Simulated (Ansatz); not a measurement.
Geometry relaxation of B31HN32 (part 1 of 3)

- system: B31HN32 (defect cell, 64 atoms in the cell)
- method: DFT PBE+D3(BJ), scalar-relativistic, plane waves, PAW, no spin polarisation (Ansatz 0.2.0)

The structure derives from an entry of the Crystallography Open Database.

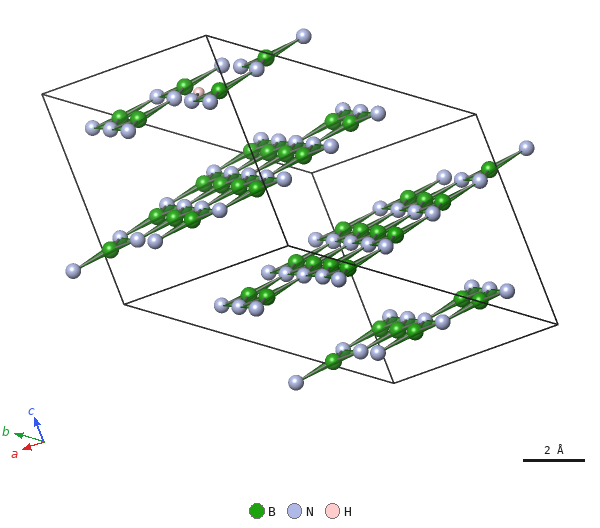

*The starting structure (polyhedral view of the cell of the calculation, seen at an oblique angle; polyhedra are completed across the faces of the cell). An atom can appear more than once, as a periodic image.*

The input
```yaml
crystal:
  lattice:
    - [0.0, 8.6825123375, 0.0]
    - [5.0128508353, 4.3412561688, -6.6141239334]
    - [-5.0128508353, 4.3412561688, -6.6141239334]
  atoms:
    - { symbol: B, position: [0.2886725112, 0.1277026894, 0.6223983454] }
    - { symbol: B, position: [0.5384916404, -0.0013539856, 0.7512529614] }
    - { symbol: B, position: [0.2908776088, 0.3755549604, 0.3745048225] }
    - { symbol: B, position: [0.7917163056, 0.8751766699, 0.874779628] }
    - { symbol: B, position: [0.5396308367, 0.2491587458, 0.5008934209] }
    - { symbol: B, position: [0.7890461299, 0.1258518651, 0.6241587092] }
    - { symbol: B, position: [0.0387191714, 0.0037371781, 0.7463230109] }
    - { symbol: B, position: [0.2928772647, 0.6243233289, 0.125581601] }
    - { symbol: B, position: [0.541936332, 0.4986959589, 0.2513483459] }
    - { symbol: B, position: [0.7906289636, 0.3750788811, 0.374962556] }
    - { symbol: B, position: [0.0398218009, 0.2514567178, 0.4986107979] }
    - { symbol: B, position: [0.5425058181, 0.7480797406, 0.0017936527] }
    - { symbol: B, position: [0.792828387, 0.6243852392, 0.1256081689] }
    - { symbol: B, position: [0.0417190227, 0.5005977179, 0.2494007184] }
    - { symbol: B, position: [0.0440754715, 0.7515951065, -0.0017016773] }
    - { symbol: B, position: [0.4581937823, 0.7507742995, 0.5017175381] }
    - { symbol: B, position: [0.4593064083, -0.0003766301, 0.2505078197] }
    - { symbol: B, position: [0.7092178734, 0.8748006361, 0.3755646459] }
    - { symbol: B, position: [0.4593065806, 0.2496831411, 0.0003955984] }
    - { symbol: B, position: [0.9592643677, 0.7497226279, 0.500437854] }
    - { symbol: B, position: [0.7098816229, 0.1241444036, 0.1249687985] }
    - { symbol: B, position: [0.9606803778, -0.0015567437, 0.2490748314] }
    - { symbol: B, position: [0.2094188388, 0.8745300589, 0.3753709689] }
    - { symbol: B, position: [0.4580858532, 0.5010418173, 0.7516688313] }
    - { symbol: B, position: [0.7091987306, 0.3747502199, 0.8755883316] }
    - { symbol: B, position: [0.9605726559, 0.2483962018, -0.0006671644] }
    - { symbol: B, position: [0.2103817656, 0.1235023389, 0.1243028045] }
    - { symbol: B, position: [0.7080719583, 0.6258083144, 0.6266096179] }
    - { symbol: B, position: [0.959313015, 0.4996157273, 0.7504986759] }
    - { symbol: B, position: [0.2094675863, 0.374552821, 0.8753131511] }
    - { symbol: B, position: [0.2088656252, 0.6251603385, 0.6259855828] }
    - { symbol: "N", position: [0.5418194347, 0.6255110441, 0.6262689556] }
    - { symbol: "N", position: [0.5423693117, 0.8749962253, 0.3757680642] }
    - { symbol: "N", position: [0.7923601312, 0.7499814222, 0.5007398879] }
    - { symbol: "N", position: [0.5428118425, 0.1244814778, 0.1252722034] }
    - { symbol: "N", position: [0.0424321696, 0.6248615796, 0.6256518023] }
    - { symbol: "N", position: [0.7932196035, -0.0008777003, 0.2498655131] }
    - { symbol: "N", position: [0.0430630659, 0.8742663449, 0.3750782953] }
    - { symbol: "N", position: [0.2921216553, 0.7501572496, 0.5010068262] }
    - { symbol: "N", position: [0.5422874831, 0.3750412281, 0.8758538001] }
    - { symbol: "N", position: [0.793151959, 0.2491262601, -2.40739e-05] }
    - { symbol: "N", position: [0.0435009643, 0.123829802, 0.1245881948] }
    - { symbol: "N", position: [0.2929413121, -0.0006483173, 0.250209193] }
    - { symbol: "N", position: [0.7923861119, 0.4999063468, 0.7507646365] }
    - { symbol: "N", position: [0.0430085788, 0.3743571855, 0.875128467] }
    - { symbol: "N", position: [0.2929683594, 0.2493724055, 0.0001314919] }
    - { symbol: "N", position: [0.2920848244, 0.5002567787, 0.7509998682] }
    - { symbol: "N", position: [0.2005795291, 0.0097578651, 0.7404128793] }
    - { symbol: "N", position: [0.2063134152, 0.2525686341, 0.497521254] }
    - { symbol: "N", position: [0.4562378983, 0.124800841, 0.6252331148] }
    - { symbol: "N", position: [0.2081339768, 0.4993380471, 0.2506626125] }
    - { symbol: "N", position: [0.7071547259, 5.27654e-05, 0.7499097947] }
    - { symbol: "N", position: [0.4575346278, 0.3744838542, 0.3755922922] }
    - { symbol: "N", position: [0.7061850664, 0.2504782076, 0.4995496102] }
    - { symbol: "N", position: [0.9545076282, 0.127703645, 0.6223411276] }
    - { symbol: "N", position: [0.2074607945, 0.742834448, 0.0068686342] }
    - { symbol: "N", position: [0.4597242184, 0.6226745206, 0.1272933567] }
    - { symbol: "N", position: [0.7084822213, 0.4997280063, 0.2503126164] }
    - { symbol: "N", position: [0.9570809575, 0.3762267247, 0.3738124791] }
    - { symbol: "N", position: [0.4661709648, 0.871125934, 0.8785017562] }
    - { symbol: "N", position: [0.7102378294, 0.7488931391, 0.0010611816] }
    - { symbol: "N", position: [0.9589251808, 0.6253416864, 0.1246188772] }
    - { symbol: "N", position: [0.9579303993, 0.8762321144, 0.8737378417] }
    - { symbol: H, position: [0.2593670759, 0.9210377681, 0.8290155781] }
  host:
    lattice:
      - [2.5064254176, 0.0, 0.0]
      - [-1.2532127088, 2.1706280844, 0.0]
      - [0.0, 0.0, 6.6141239334]
    atoms:
      - { symbol: B, position: [0.3333333333, 0.6666666667, 0.25] }
      - { symbol: B, position: [0.6666666667, 0.3333333333, 0.75] }
      - { symbol: "N", position: [0.3333333333, 0.6666666667, 0.75] }
      - { symbol: "N", position: [0.6666666667, 0.3333333333, 0.25] }
basis:
  ecutwfc: 420
  xc_grid: 2
kpoints:
  mp_grid: { grid: [2, 2, 2], shift: [0.0, 0.0, 0.0] }
hamiltonian:
  xc: pbe
  dispersion: d3bj
scf:
  occupations: { method: gaussian, width: 0.01 }
output:
  forces: true
  stress: false
  eigenvalues: true
  charged_corrections:
    defect_position: [0.29166667, 0.875, 0.875]
    epsilon: [[6.5653, 0.0, 0.0], [0.0, 6.5653, 0.0], [0.0, 0.0, 3.1722]]
  write_density: true
  write_potential: true
  elf: true
  volumetric_format: npy
relax:
  adjacent_minimum: "off"
  f_tol: 0.025
  max_steps: 60
```

Hardware: 4 threads of Oxide Virtual Turin-like (Zen 5), 32 GiB of memory available, shared host.

Run as:
```bash
ansatz run input.yaml --threads 4 --pin off --max-ram 10240MiB --backend cpu --events-out ev --progress --plain --runs-dir out
```

Output
```
Engine: ansatz 0.2.0, x86_64-unknown-linux-gnu
Pseudopotentials: kind: paw
Pseudopotential: B, paw, valence charge 3, recommended cutoff 420 eV (normal), B.paw.azcp
Pseudopotential: N, paw, valence charge 5, recommended cutoff 420 eV (normal), N.paw.azcp
Pseudopotential: H, paw, valence charge 1, recommended cutoff 420 eV (normal), H.paw.azcp
Functional definition: PBE
  parameter kappa = 0.804
  parameter beta = 0.06672455060314922
  exchange = pbe_x(kappa = kappa, mu = beta*pi^2/3)
  correlation = pbe_c(beta = beta)
Crystal: 64 atoms, lattice volume = 575.748 Å³
Basis set: ecut = 420 eV, 11305 PW (Γ), exchange–correlation on 120×128×128 points (8 copies of the dense FFT grid, shifted against one another)
Bands: 191, of which v1, the nominal top of the filled ones, is band 127 counted from 1 (126 counted from 0)
Symmetry: 1 space group operations
Space group: P1 (ITA 1), of the structure as read, at distance tolerance 8.3e-5 Å
k-points: 8
Non-local potential: B, projectors of the file, l = 0: 2, l = 1: 2, l = 2: 1
Non-local potential: N, projectors of the file, l = 0: 2, l = 1: 2, l = 2: 1
Non-local potential: H, projectors of the file, l = 0: 2, l = 1: 1
PAW form: soft (Blöchl's): semilocal exchange-correlation on the pseudo side does not see the compensation charge
PAW one-centre angular grid: B, 110 points (default); XC on 64 Gauss nodes
PAW one-centre angular grid: N, 110 points (default); XC on 64 Gauss nodes
PAW one-centre angular grid: H, 110 points (default); XC on 64 Gauss nodes
Initial density: superposition of atomic densities (neutral atoms: chi_scale 0, normalization atom), corrected by the library's trained network
Initial wavefunctions: pseudopotential atomic-orbital guess
Functional: x = pbe(κ = 0.804, μ = 0.2195149727645171), c = pbe(β = 0.06672455060314922)
SCF iter   1: F=—  HF=-17218.916275 eV  |F-HF|=—  |Δ(HF+E_count)|=         —  Δρ=1.74e-2  dr2=2.71e0  ethr=1.77e-3  ⟨swp⟩=6.2  Hψ=7066  notcnv=0  defer=224
preconditioner: auto → Resta (q_TF=auto, 2.380 Å⁻¹)  ε∞=3.5  [insulator: Δε(μ)=0.745 eV  Ē_g=15.708 eV  σ=0.010 eV  W_gap=1.00  n_scr=128 (ndim 8)  ℏωp=24.7 eV  f_vac=0.022  D(μ)=0.00/eV (n_scr^D=0)  ε∞_Penn≈3.5]
SCF iter   2: F=—  HF=-17218.479260 eV  |F-HF|=—  |Δ(HF+E_count)|=   4.37e-1  Δρ=2.50e-2  dr2=5.12e0  ethr=1.07e-3  ⟨swp⟩=2.4  Hψ=2576  notcnv=0  defer=435
SCF iter   3: F=—  HF=-17218.397330 eV  |F-HF|=—  |Δ(HF+E_count)|=   8.19e-2  Δρ=9.57e-3  dr2=7.29e-1  ethr=1.07e-3  ⟨swp⟩=2.0  Hψ=1341  notcnv=0  defer=429
SCF iter   4: F=—  HF=-17218.281239 eV  |F-HF|=—  |Δ(HF+E_count)|=   1.16e-1  Δρ=6.59e-3  dr2=3.34e-1  ethr=2.87e-4  ⟨swp⟩=2.0  Hψ=1711  notcnv=0  defer=457
SCF iter   5: F=—  HF=-17218.525235 eV  |F-HF|=—  |Δ(HF+E_count)|=   2.44e-1  Δρ=3.20e-2  dr2=8.52e0  ethr=1.32e-4  ⟨swp⟩=2.0  Hψ=1767  notcnv=0  defer=459  recentre
SCF iter   6: F=—  HF=-17218.326825 eV  |F-HF|=—  |Δ(HF+E_count)|=   1.98e-1  Δρ=1.99e-2  dr2=3.15e0  ethr=1.32e-4  ⟨swp⟩=2.0  Hψ=1728  notcnv=0  defer=459
SCF iter   7: F=—  HF=-17218.265064 eV  |F-HF|=—  |Δ(HF+E_count)|=   6.18e-2  Δρ=6.10e-3  dr2=3.45e-1  ethr=1.32e-4  ⟨swp⟩=2.0  Hψ=1261  notcnv=0  defer=459
SCF iter   8: F=—  HF=-17218.297251 eV  |F-HF|=—  |Δ(HF+E_count)|=   3.22e-2  Δρ=1.71e-2  dr2=2.39e0  ethr=1.32e-4  ⟨swp⟩=1.8  Hψ=1746  notcnv=0  defer=459  recentre
SCF iter   9: F=—  HF=-17218.262829 eV  |F-HF|=—  |Δ(HF+E_count)|=   3.44e-2  Δρ=6.32e-3  dr2=3.52e-1  ethr=1.32e-4  ⟨swp⟩=2.0  Hψ=1168  notcnv=0  defer=459
SCF iter  10: F=—  HF=-17218.301434 eV  |F-HF|=—  |Δ(HF+E_count)|=   3.86e-2  Δρ=7.65e-3  dr2=4.94e-1  ethr=1.32e-4  ⟨swp⟩=2.0  Hψ=1511  notcnv=0  defer=459
SCF iter  11: F=—  HF=-17218.275612 eV  |F-HF|=—  |Δ(HF+E_count)|=   2.58e-2  Δρ=6.95e-3  dr2=4.05e-1  ethr=1.32e-4  ⟨swp⟩=1.0  Hψ=1326  notcnv=0  defer=459
SCF iter  12: F=—  HF=-17218.239292 eV  |F-HF|=—  |Δ(HF+E_count)|=   3.63e-2  Δρ=4.85e-3  dr2=1.95e-1  ethr=1.32e-4  ⟨swp⟩=2.0  Hψ=1077  notcnv=0  defer=459
SCF iter  13: F=—  HF=-17218.236556 eV  |F-HF|=—  |Δ(HF+E_count)|=   2.74e-3  Δρ=2.09e-3  dr2=3.59e-2  ethr=7.66e-5  ⟨swp⟩=1.0  Hψ=1069  notcnv=0  defer=459
SCF iter  14: F=—  HF=-17218.242627 eV  |F-HF|=—  |Δ(HF+E_count)|=   6.07e-3  Δρ=5.67e-3  dr2=2.68e-1  ethr=1.41e-5  ⟨swp⟩=1.0  Hψ=1069  notcnv=0  defer=459  recentre
SCF iter  15: F=—  HF=-17218.239317 eV  |F-HF|=—  |Δ(HF+E_count)|=   3.31e-3  Δρ=7.30e-3  dr2=4.51e-1  ethr=1.41e-5  ⟨swp⟩=2.0  Hψ=1138  notcnv=0  defer=459
SCF iter  16: F=—  HF=-17218.237123 eV  |F-HF|=—  |Δ(HF+E_count)|=   2.19e-3  Δρ=4.54e-3  dr2=1.73e-1  ethr=1.41e-5  ⟨swp⟩=1.0  Hψ=1416  notcnv=0  defer=459
SCF iter  17: F=—  HF=-17218.240322 eV  |F-HF|=—  |Δ(HF+E_count)|=   3.20e-3  Δρ=5.28e-3  dr2=2.33e-1  ethr=1.41e-5  ⟨swp⟩=1.5  Hψ=1073  notcnv=0  defer=459
SCF iter  18: F=—  HF=-17218.237038 eV  |F-HF|=—  |Δ(HF+E_count)|=   3.28e-3  Δρ=3.43e-3  dr2=9.94e-2  ethr=1.41e-5  ⟨swp⟩=1.0  Hψ=1413  notcnv=0  defer=459
SCF iter  19: F=—  HF=-17218.236607 eV  |F-HF|=—  |Δ(HF+E_count)|=   4.31e-4  Δρ=3.52e-3  dr2=1.04e-1  ethr=1.41e-5  ⟨swp⟩=1.0  Hψ=1069  notcnv=0  defer=459
SCF iter  20: F=—  HF=-17218.235867 eV  |F-HF|=—  |Δ(HF+E_count)|=   7.40e-4  Δρ=7.83e-4  dr2=4.97e-3  ethr=1.41e-5  ⟨swp⟩=1.0  Hψ=1069  notcnv=0  defer=459
SCF iter  21: F=—  HF=-17218.235911 eV  |F-HF|=—  |Δ(HF+E_count)|=   4.39e-5  Δρ=3.34e-4  dr2=1.00e-3  ethr=1.96e-6  ⟨swp⟩=1.0  Hψ=1069  notcnv=0  defer=459
SCF iter  22: F=—  HF=-17218.235904 eV  |F-HF|=—  |Δ(HF+E_count)|=   6.99e-6  Δρ=2.54e-4  dr2=5.77e-4  ethr=3.95e-7  ⟨swp⟩=1.0  Hψ=1069  notcnv=0  defer=459
SCF iter  23: F=-17218.235887 eV  HF=-17218.235898 eV  |F-HF|=1.07e-5  |Δ(HF+E_count)|=   5.63e-6  Δρ=4.42e-5  dr2=1.32e-5  ethr=6.15e-9  ⟨swp⟩=26.5  Hψ=16898  notcnv=0
SCF 1 converged in 23 iterations: F = -17218.235887 eV  dr2 = 1.32e-5
  greatest PAW one-centre occupation: 0.806 electrons in one spin orbital (limit 2), on the N atom at site 55 (counted from 0), in its partial waves of l = 0
relax step   1: F+E_penalty+E_count = -17218.23588744 eV  Δ(F+E_penalty+E_count) = +0.000e0 eV  max|allowed force component| = 9.278e-1 eV/Å  Δτ_max = 0.0000 Å  (23 SCF iters, dr2 threshold 1.56e-5 eV, accepted)
Initial density: handed on by an earlier stage of this run
Initial wavefunctions: those handed on with the density
iter 1 solved again at ethr=1.35e-4 eV; its pass at ethr=3.10e-3 eV (dr2=3.44e-1 eV) is discarded
SCF iter   1: F=—  HF=-17218.339551 eV  |F-HF|=—  |Δ(HF+E_count)|=         —  Δρ=7.74e-3  dr2=3.41e-1  ethr=1.35e-4  ⟨swp⟩=1.5  Hψ=3637  notcnv=0  defer=460
preconditioner: auto → Resta (q_TF=auto, 2.380 Å⁻¹)  ε∞=3.5  [insulator: Δε(μ)=0.109 eV  Ē_g=15.710 eV  σ=0.010 eV  W_gap=1.00  n_scr=128 (ndim 8)  ℏωp=24.7 eV  f_vac=0.021  D(μ)=0.00/eV (n_scr^D=0)  ε∞_Penn≈3.5]
SCF iter   2: F=—  HF=-17218.593659 eV  |F-HF|=—  |Δ(HF+E_count)|=   2.54e-1  Δρ=3.13e-2  dr2=8.72e0  ethr=1.34e-4  ⟨swp⟩=2.2  Hψ=1926  notcnv=0  defer=460  recentre
preconditioner: auto → LDOS  [metal: Δε(μ)=0.006 eV  Ē_g=15.708 eV  σ=0.010 eV  W_gap=0.33  n_scr=128 (ndim 8)  ℏωp=24.7 eV  f_vac=0.021  D(μ)=35.33/eV (n_scr^D=342)  β→1.0]
SCF iter   3: F=—  HF=-17218.329576 eV  |F-HF|=—  |Δ(HF+E_count)|=   2.64e-1  Δρ=7.06e-3  dr2=3.00e-1  ethr=1.34e-4  ⟨swp⟩=2.4  Hψ=2497  notcnv=0  defer=460
SCF iter   4: F=—  HF=-17218.304373 eV  |F-HF|=—  |Δ(HF+E_count)|=   2.52e-2  Δρ=5.11e-3  dr2=1.70e-1  ethr=1.18e-4  ⟨swp⟩=2.0  Hψ=1162  notcnv=0  defer=460
SCF iter   5: F=—  HF=-17218.342088 eV  |F-HF|=—  |Δ(HF+E_count)|=   3.77e-2  Δρ=1.49e-2  dr2=1.93e0  ethr=6.70e-5  ⟨swp⟩=2.0  Hψ=1167  notcnv=0  defer=460  recentre
SCF iter   6: F=—  HF=-17218.300699 eV  |F-HF|=—  |Δ(HF+E_count)|=   4.14e-2  Δρ=6.88e-3  dr2=4.09e-1  ethr=6.70e-5  ⟨swp⟩=1.5  Hψ=1246  notcnv=0  defer=460
SCF iter   7: F=—  HF=-17218.297775 eV  |F-HF|=—  |Δ(HF+E_count)|=   2.92e-3  Δρ=2.68e-3  dr2=6.25e-2  ethr=6.70e-5  ⟨swp⟩=1.0  Hψ=1244  notcnv=0  defer=460
SCF iter   8: F=—  HF=-17218.296567 eV  |F-HF|=—  |Δ(HF+E_count)|=   1.21e-3  Δρ=1.05e-3  dr2=1.00e-2  ethr=2.46e-5  ⟨swp⟩=1.0  Hψ=1068  notcnv=0  defer=460
SCF iter   9: F=—  HF=-17218.296784 eV  |F-HF|=—  |Δ(HF+E_count)|=   2.17e-4  Δρ=1.97e-3  dr2=3.62e-2  ethr=3.95e-6  ⟨swp⟩=2.2  Hψ=1823  notcnv=0  defer=460
SCF iter  10: F=—  HF=-17218.296084 eV  |F-HF|=—  |Δ(HF+E_count)|=   7.00e-4  Δρ=7.37e-4  dr2=4.88e-3  ethr=3.95e-6  ⟨swp⟩=1.1  Hψ=1153  notcnv=0  defer=460
SCF iter  11: F=—  HF=-17218.296214 eV  |F-HF|=—  |Δ(HF+E_count)|=   1.30e-4  Δρ=1.44e-3  dr2=1.79e-2  ethr=1.92e-6  ⟨swp⟩=1.0  Hψ=1068  notcnv=0  defer=460  recentre
SCF iter  12: F=—  HF=-17218.295980 eV  |F-HF|=—  |Δ(HF+E_count)|=   2.34e-4  Δρ=2.79e-4  dr2=6.52e-4  ethr=1.92e-6  ⟨swp⟩=1.0  Hψ=1068  notcnv=0  defer=460
SCF iter  13: F=—  HF=-17218.295963 eV  |F-HF|=—  |Δ(HF+E_count)|=   1.77e-5  Δρ=1.28e-4  dr2=1.20e-4  ethr=2.57e-7  ⟨swp⟩=1.0  Hψ=1068  notcnv=0  defer=460
SCF iter  14: F=—  HF=-17218.295959 eV  |F-HF|=—  |Δ(HF+E_count)|=   3.56e-6  Δρ=1.25e-4  dr2=1.19e-4  ethr=4.73e-8  ⟨swp⟩=1.1  Hψ=1069  notcnv=0  defer=460
SCF iter  15: F=-17218.295919 eV  HF=-17218.295955 eV  |F-HF|=3.54e-5  |Δ(HF+E_count)|=   4.36e-6  Δρ=8.28e-5  dr2=4.51e-5  ethr=2.12e-8  ⟨swp⟩=20.5  Hψ=13604  notcnv=0
SCF 2 converged in 15 iterations: F = -17218.295919 eV  dr2 = 4.51e-5
[... from here on the iterations of each SCF are left out, up to the last one ...]
relax step   2: F+E_penalty+E_count = -17218.29591929 eV  Δ(F+E_penalty+E_count) = -6.003e-2 eV  max|allowed force component| = 5.828e-1 eV/Å  Δτ_max = 0.0345 Å  (15 SCF iters, dr2 threshold 5.38e-5 eV, accepted)
[... from here on the SCF iterations and repeated set-up lines of each step are left out, up to the last step ...]
SCF 3 converged in 13 iterations: F = -17218.292967 eV  dr2 = 1.34e-5
relax step   3: F+E_penalty+E_count = -17218.29296745 eV  Δ(F+E_penalty+E_count) = +2.952e-3 eV  max|allowed force component| = 1.858e-1 eV/Å  Δτ_max = 0.0875 Å  (13 SCF iters, dr2 threshold 2.12e-5 eV, rejected (line search))
SCF 4 converged in 24 iterations: F = -17218.321083 eV  dr2 = 6.34e-8
relax step   4: F+E_penalty+E_count = -17218.32108318 eV  Δ(F+E_penalty+E_count) = -2.516e-2 eV  max|allowed force component| = 3.895e-2 eV/Å  Δτ_max = 0.0312 Å  (24 SCF iters, accepted)
SCF 5 converged in 18 iterations: F = -17218.321206 eV  dr2 = 6.28e-8
relax step   5: F+E_penalty+E_count = -17218.32120622 eV  Δ(F+E_penalty+E_count) = -1.230e-4 eV  max|allowed force component| = 3.573e-2 eV/Å  Δτ_max = 0.0103 Å  (18 SCF iters, accepted)
SCF 6 converged in 14 iterations: F = -17218.321330 eV  dr2 = 3.16e-8
relax step   6: F+E_penalty+E_count = -17218.32133025 eV  Δ(F+E_penalty+E_count) = -1.240e-4 eV  max|allowed force component| = 6.160e-3 eV/Å  Δτ_max = 0.0036 Å  (14 SCF iters, accepted)
SCF 7 converged in 16 iterations: F = -17218.321443 eV  dr2 = 9.65e-8
relax step   7: F+E_penalty+E_count = -17218.32144322 eV  Δ(F+E_penalty+E_count) = -1.130e-4 eV  max|allowed force component| = 1.601e-2 eV/Å  Δτ_max = 0.0327 Å  (16 SCF iters, accepted)
SCF 8 converged in 13 iterations: F = -17218.321461 eV  dr2 = 6.93e-8
```
